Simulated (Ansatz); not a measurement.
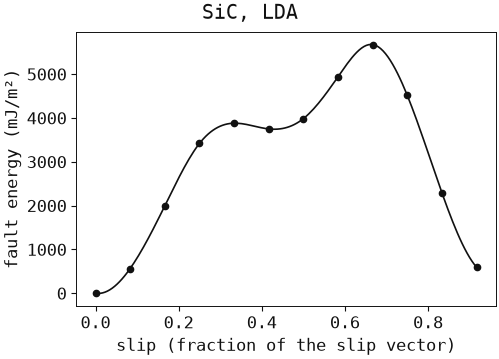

The picture above shows the fault energy against slip for SiC, space group P6_3mc (No. 186).

Structure:
```xyz
8
Lattice="-3.0760 0.0000 0.0000 -1.5380 -2.6639 0.0000 0.0000 0.0000 10.0960" Properties=species:S:1:pos:R:3 pbc="T T T"
Si   -1.5380   -0.8880    6.6003
Si   -1.5380   -0.8880    1.5523
Si   -3.0760   -1.7759    9.1243
Si   -3.0760   -1.7759    4.0763
C    -1.5380   -0.8880    8.5437
C    -1.5380   -0.8880    3.4957
C    -3.0760   -1.7759    0.9717
C    -3.0760   -1.7759    6.0197
```

Computed with Ansatz 0.2.0: rigid slide of a crystal across a plane by tilting cell vector c, one fault a cell, unrelaxed, by plane-wave density functional theory with PAW datasets, free energies less that of the undisturbed cell; scalar-relativistic. Level: LDA, no spin polarisation.

wave cutoff 420 eV; k mesh 10×10×3; occupations Gaussian; smearing width 0.05 eV; k shift (0, 0, 0) (mesh steps); start as given; height of the cut 0 (fraction of cell vector c); slip vector (1, 1) (multiples of cell vectors a and b).

From this curve and the settings, what does the calculation give for the shear traction and gap on the k mesh at the same points?

The shear traction goes from 0.00 GPa at slip 0.0000 to −26.67 GPa at 0.9167, not monotonically, with a high of 36.50 GPa at 0.1667 and a low of −47.76 GPa at 0.8333. The gap on the k mesh stays open and runs from 2.370 eV at slip 0.0000 to 2.079 eV at 0.9167, with its least value, 0.076 eV, at 0.5833.

```csv
slip (fraction of the slip vector),shear traction (GPa),gap on the k mesh (eV)
0.0000,0.00,2.370
0.0833,24.47,2.166
0.1667,36.50,1.034
0.2500,23.11,0.143
0.3333,0.00,0.281
0.4167,-1.91,0.247
0.5000,14.06,0.246
0.5833,25.43,0.076
0.6667,-0.03,0.440
0.7500,-46.81,0.434
0.8333,-47.76,1.637
0.9167,-26.67,2.079
```

Keep in mind: odd k mesh can miss points on the zone edge; reference crystal is not relaxed.
